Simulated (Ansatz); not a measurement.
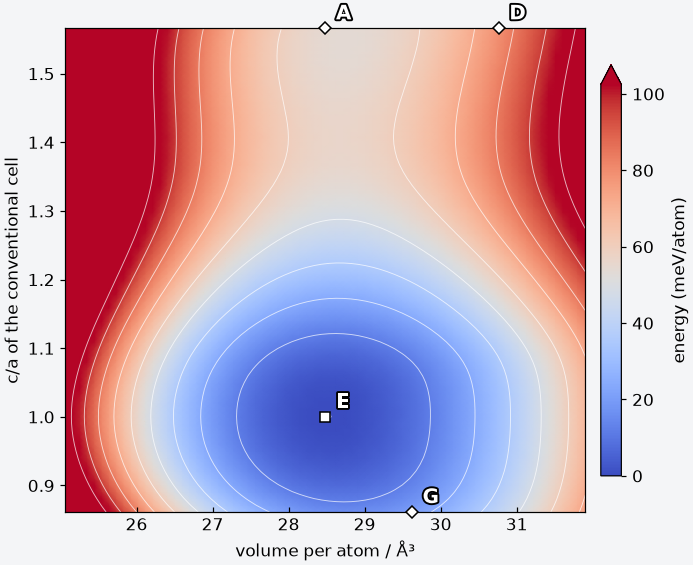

Bi (Im-3m, No. 229; 1 atom in the cell). 
- The energy is mapped over volume and the cell's shape.
- First axis: volume per atom. Second axis: c/a of the conventional cell.
- Nothing is relaxed (symmetry fixes all fractional coordinates).
- The scan uses a 7 × 9 grid.
- Points are written as (first, second).
- All energies are given in meV/atom relative to the lowest grid point.
- Method: Ansatz 0.2.0, DFT PBEsol+D3(BJ), scalar-relativistic, plane waves, PAW. Settings: cutoff 420 eV, k-mesh 18×18×18, gaussian smearing 0.15 eV, no spin polarisation.

Drawn: a smooth colour map with a few white contour lines, one colour for all values above the top of the scale, lettered points. Between grid points the surface is interpolated.

Q: Is A the lowest point of the computed grid?

A: No. A lies 55 meV/atom above the lowest grid point, which is at (28.48 Å³, 1.000) [bcc].

Q: Which space group has the cell at each letter?

A: A: I4/mmm; D: I4/mmm; E: Im-3m; G: I4/mmm.

Q: Rank the lettered points by energy, lowest first.

A: E (0 meV/atom), G (21 meV/atom), A (55 meV/atom), D (79 meV/atom).
